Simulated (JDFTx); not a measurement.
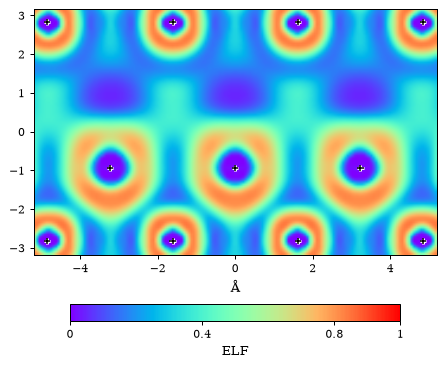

The ELF on a plane through atoms (crosses mark nuclei in the plane).

Theory: JDFTx 1.7.0 (patched build), Kohn-Sham DFT of a periodic cell, PBE, PseudoDojo-SR-PBE-0.5-standard.

Candidates:
A. Ca, a = 4.47 Å, b = 4.47 Å, c = 4.45 Å, α = 90.00°, β = 90.00°, γ = 90.00°. Space group I4/mmm; a structure from a database of computed crystals, not necessarily the ambient phase.
B. MoP, a = 3.27 Å, b = 3.27 Å, c = 3.23 Å, α = 90.00°, β = 90.00°, γ = 120.00°. Space group P-6m2; computed pressure about −6 GPa in this cell.
C. C, a = 3.49 Å, b = 3.49 Å, c = 3.49 Å, α = 90.00°, β = 90.00°, γ = 90.00°. Space group Fd-3m; computed pressure about 32 GPa in this cell.

Question: Which system is this?

Answer: Candidate B: MoP on the (110) plane of the conventional cell, which holds Mo and P. Mo–P (2.48 Å): the ELF peaks at about 0.80 in the valence shell of P, 0.8 Å from its nucleus, and is about 0.45 at the midpoint.
